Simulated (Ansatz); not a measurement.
This input was run:

```
crystal:
  lattice:
    - [6.3710095759, 0.0, 0.0]
    - [-3.185504788, 5.5174561405, 0.0]
    - [0.0, 0.0, 23.6651285402]
  atoms:
    - { symbol: Zr, position: [0.3333333333, 0.1666666667, 0.3380501393] }
    - { symbol: Zr, position: [0.3333333333, 0.6666666667, 0.3380501393] }
    - { symbol: Zr, position: [0.8333333333, 0.1666666667, 0.3380501393] }
    - { symbol: Zr, position: [0.8333333333, 0.6666666667, 0.3380501393] }
    - { symbol: Zr, position: [0.1666666667, 0.3333333333, 0.4460167131] }
    - { symbol: Zr, position: [0.1666666667, 0.8333333333, 0.4460167131] }
    - { symbol: Zr, position: [0.6666666667, 0.3333333333, 0.4460167131] }
    - { symbol: Zr, position: [0.6666666667, 0.8333333333, 0.4460167131] }
    - { symbol: Zr, position: [0.3333333333, 0.1666666667, 0.5539832869] }
    - { symbol: Zr, position: [0.3333333333, 0.6666666667, 0.5539832869] }
    - { symbol: Zr, position: [0.8333333333, 0.1666666667, 0.5539832869] }
    - { symbol: Zr, position: [0.8333333333, 0.6666666667, 0.5539832869] }
    - { symbol: Zr, position: [0.1666666667, 0.3333333333, 0.6619498607] }
    - { symbol: Zr, position: [0.1666666667, 0.8333333333, 0.6619498607] }
    - { symbol: Zr, position: [0.6666666667, 0.3333333333, 0.6619498607] }
    - { symbol: Zr, position: [0.6666666667, 0.8333333333, 0.6619498607] }
basis:
  ecutwfc: 420
kpoints:
  mp_grid: { grid: [4, 4, 1] }
hamiltonian:
  xc: pbe
  dispersion: d3bj
scf:
  occupations: { method: gaussian, width: 0.1 }
output:
  forces: true
  eigenvalues: true
  write_density: true
  write_potential: true
  elf: true
  volumetric_format: npy
relax:
  adjacent_minimum: "off"
  f_tol: 0.03
  max_steps: 70
  constraints: [{ sites: [0, 1, 2, 3, 4, 5, 6, 7] }]
efield:
  axis: 3
  dipole_correction: true
  ramp_width: 0.04
```

Launched with:
```bash
ansatz run input.yaml --threads 4 --pin off --max-ram 10240MiB --backend cpu --events-out ev --progress --plain --runs-dir out
```

What does the potential across the slab give for the work function?

The work function is 4.25 eV, the same on both faces. The two vacuum levels agree, so the slab has no net dipole along its normal. The outermost atoms are 7.6 Å apart, which leaves 16.0 Å of vacuum in a cell 23.7 Å high.

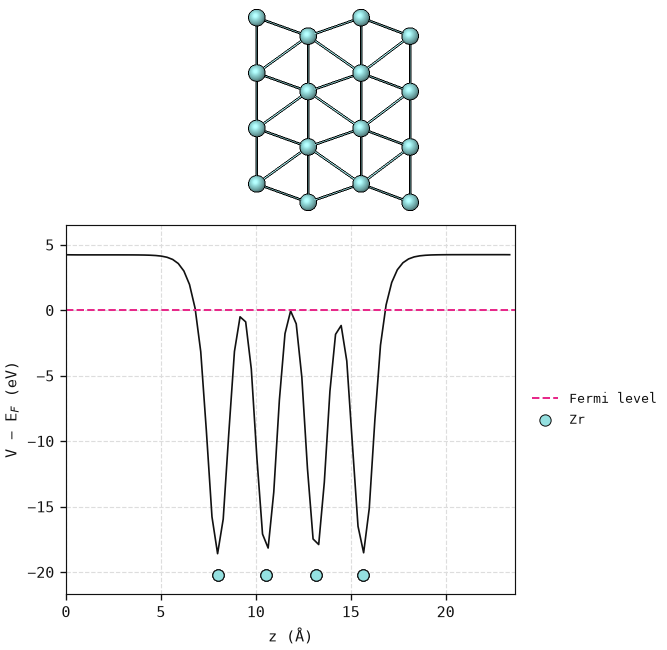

Plane-averaged electrostatic potential energy of an electron across the slab; circles at the bottom mark the heights of the atoms (positions after relaxation). The structure is drawn too.
